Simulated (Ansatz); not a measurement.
```cif
data_structure
_symmetry_space_group_name_H-M 'P 1'
_symmetry_Int_Tables_number 1
_cell_length_a 4.8738
_cell_length_b 4.8738
_cell_length_c 3.3107
_cell_angle_alpha 90.000
_cell_angle_beta 90.000
_cell_angle_gamma 90.000
_cell_volume 78.64
loop_
_atom_site_label
_atom_site_type_symbol
_atom_site_fract_x
_atom_site_fract_y
_atom_site_fract_z
_atom_site_occupancy
Mn1 Mn 0.00000 0.00000 0.00000 1
Mn2 Mn 0.50000 0.50000 0.50000 1
F1 F 0.30530 0.30530 0.00000 1
F2 F 0.19470 0.80530 0.50000 1
F3 F 0.69470 0.69470 0.00000 1
F4 F 0.80530 0.19470 0.50000 1
```

Space group P4₂/mnm; spin-polarised.

All numbers below come from Ansatz, DFT HSE06, scalar-relativistic, plane waves, PAW.

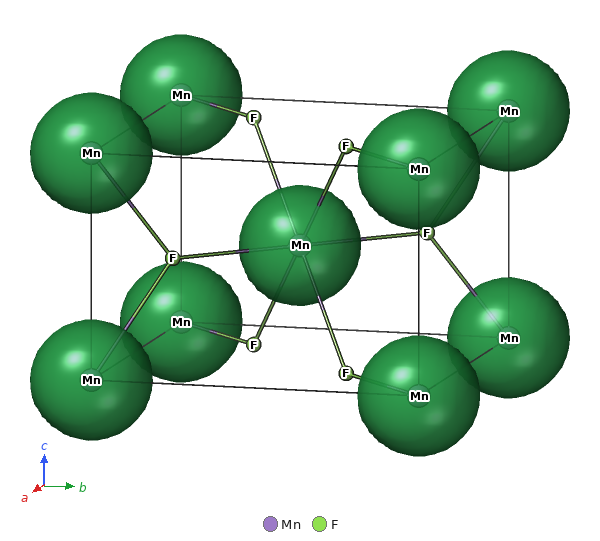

MnF2. Isosurface of the spin density at +0.3 e/Å³ (green), seen slightly off an axis. Sticks mark near contacts.

The density is the valence pseudo-density of a PAW calculation; it isn't the true density close to the nuclei.

**Where is the spin, and how is it ordered?**

The spin density sits on Mn: +4.3 μB (×2) in one cell of 6 atoms, with smaller moments on other sites: F (up to +0.08 μB): parallel main moments (a ferromagnetic arrangement) in this solution. The cell of the calculation (6 atoms) carries 10.0 μB of net spin moment.
